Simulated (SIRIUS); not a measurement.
# Energy of MnS along an even scaling of the cell

System: MnS (Fm-3m, 2 atoms in the cell).
Method: Kohn-Sham DFT of a periodic cell, PBEsol, dojo-sr-pbesol-0.4.1-standard, spin-polarised (SIRIUS 7.12.0).

The 7 runs differ only in the geometry, by an even scaling of the cell at fixed fractional positions. The structure derives from an entry of the Crystallography Open Database.

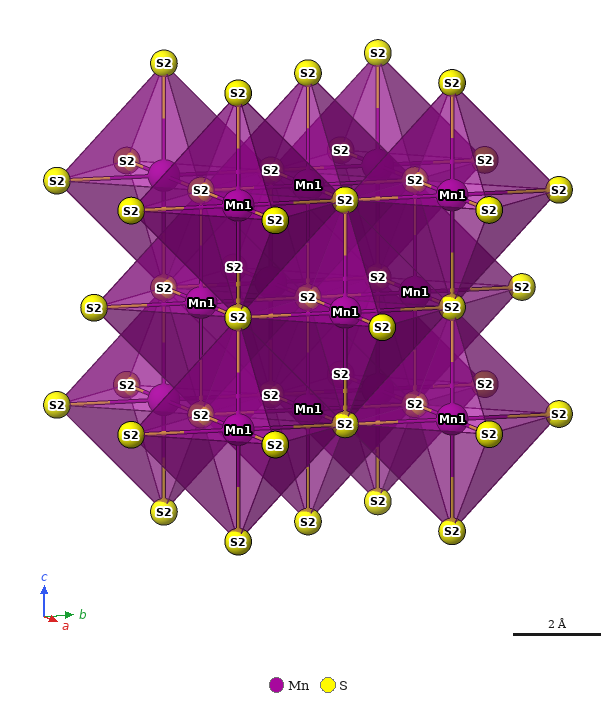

Figure 1. The structure of run 4 (polyhedral view of the cell 4 times as large as that of the calculation, set on its symmetry axes, seen slightly off an axis; polyhedra are completed across the faces of the cell; atoms are numbered from 1 in the order of the input). An atom can appear more than once, as a periodic image.

## Input of run 4
```
{
  "control": {
    "processing_unit": "cpu",
    "verbosity": 2,
    "num_bands_to_print": 18,
    "print_forces": true,
    "print_stress": true
  },
  "parameters": {
    "electronic_structure_method": "pseudopotential",
    "xc_functionals": ["XC_GGA_X_PBE_SOL", "XC_GGA_C_PBE_SOL"],
    "gk_cutoff": 9.8,
    "pw_cutoff": 19.6,
    "ngridk": [9, 9, 9],
    "shiftk": [0, 0, 0],
    "smearing": "fermi_dirac",
    "smearing_width": 0.0018374661,
    "num_bands": 18,
    "num_mag_dims": 1,
    "num_dft_iter": 100,
    "energy_tol": 1e-08,
    "density_tol": 1e-06
  },
  "iterative_solver": {
    "type": "davidson",
    "min_tolerance": 1e-10
  },
  "mixer": {
    "type": "anderson",
    "beta": 0.5,
    "max_history": 8
  },
  "settings": {
    "tol_ne": 1e-10,
    "pseudo_grid_cutoff": 6.5,
    "smooth_initial_mag": true
  },
  "unit_cell": {
    "lattice_vectors": [
      [0.0, 4.921791691588, 4.921791691588],
      [4.921791691588, 0.0, 4.921791691588],
      [4.921791691588, 4.921791691588, 0.0]
    ],
    "atom_coordinate_units": "lattice",
    "atom_types": ["Mn", "S"],
    "atom_files": {
      "S": "S.json",
      "Mn": "Mn.json"
    },
    "atoms": {
      "Mn": [
        [0.0, 0.0, 0.0, 0.0, 0.0, 4.0]
      ],
      "S": [
        [0.5, 0.5, 0.5, 0.0, 0.0, 0.0]
      ]
    }
  }
}
```

Command:
```bash
upf_to_json S.upf
upf_to_json Mn.upf
OMP_NUM_THREADS=4 sirius.scf --input=sirius.json --output=out.json --task=0
```

Lattice vectors (Å) and fractional positions of run 4:
```
   0.000000    2.604500    2.604500
   2.604500    0.000000    2.604500
   2.604500    2.604500    0.000000
Mn  0.000000  0.000000  0.000000
S   0.500000  0.500000  0.500000
```

Run 2 differs from it as follows:
```diff
-      [0.0, 4.921791691588, 4.921791691588],
-      [4.921791691588, 0.0, 4.921791691588],
-      [4.921791691588, 4.921791691588, 0.0]
+      [0.0, 4.855272838782, 4.855272838782],
+      [4.855272838782, 0.0, 4.855272838782],
+      [4.855272838782, 4.855272838782, 0.0]
```

## Results, with one run withheld

| run | volume per atom (Å³) | free energy per atom, from the lowest run given (meV) | pressure (GPa) |
| --- | --- | --- | --- |
| 1 | 16.607 | 0.00 | −3.86 |
| 2 | 16.961 | ? | ? |
| 3 | 17.314 | 21.20 | −5.80 |
| 4 | 17.667 | 35.01 | −6.74 |
| 5 | 18.021 | 50.76 | −7.57 |
| 6 | 18.374 | 68.28 | −8.34 |
| 7 | 18.727 | 87.43 | −9.04 |

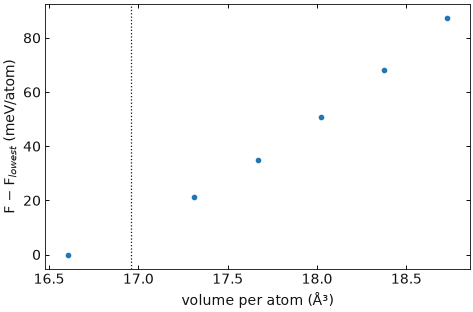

Figure 2. Free energy per atom of the runs given; the dotted line marks run 2.

What should run 2 give?

A cubic polynomial in V^(−2/3) (the Birch–Murnaghan form), fitted to the 6 runs given, misses them by at most 0.01 meV per atom. With x = V^(−2/3) − 0.14689 Å⁻², it reads F = 39.083 − 7862.2 x + 3.1577e+05 x² − 1.4412e+06 x³ (meV per atom). At run 2 it gives 9.49 meV per atom, and the run itself gives 9.52. The slope of the fit gives a pressure −dF/dV of −4.82 GPa there, and the run prints −4.81 GPa. The fit has no minimum inside this range.

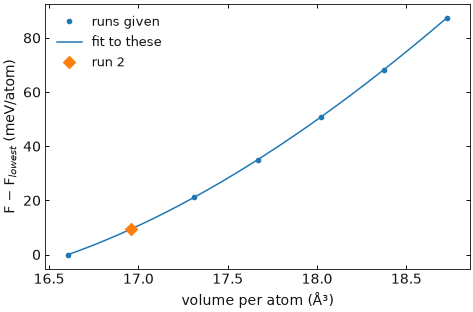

Figure 3. The fit and the withheld run.

## Some lines of the output (run 2)
```
[...]
[find] Total energy                   :    -119.83617742 (Ha),    -239.67235483 (Ry)
[find] Free energy (E-TS)             :    -119.83645732 (Ha),    -239.67291464 (Ry)
[find] Efermi                         :       0.39899594
[find] Total energy                   :    -119.83617758 (Ha),    -239.67235515 (Ry)
[find] Free energy (E-TS)             :    -119.83645734 (Ha),    -239.67291469 (Ry)
[find] Efermi                         :       0.39901659
[find] Free energy (E-TS)             :    -119.83645735 (Ha),    -239.67291470 (Ry)
[find] Efermi                         :       0.39901836
[find] Total energy                   :    -119.83617758 (Ha),    -239.67235517 (Ry)
[find] Efermi                         :       0.39901746
[find] Total energy                   :    -119.83617759 (Ha),    -239.67235517 (Ry)
[find] Efermi                         :       0.39901705
[find] Total energy                   :    -119.83617759 (Ha),    -239.67235518 (Ry)
[find] Efermi                         :       0.39901694
```
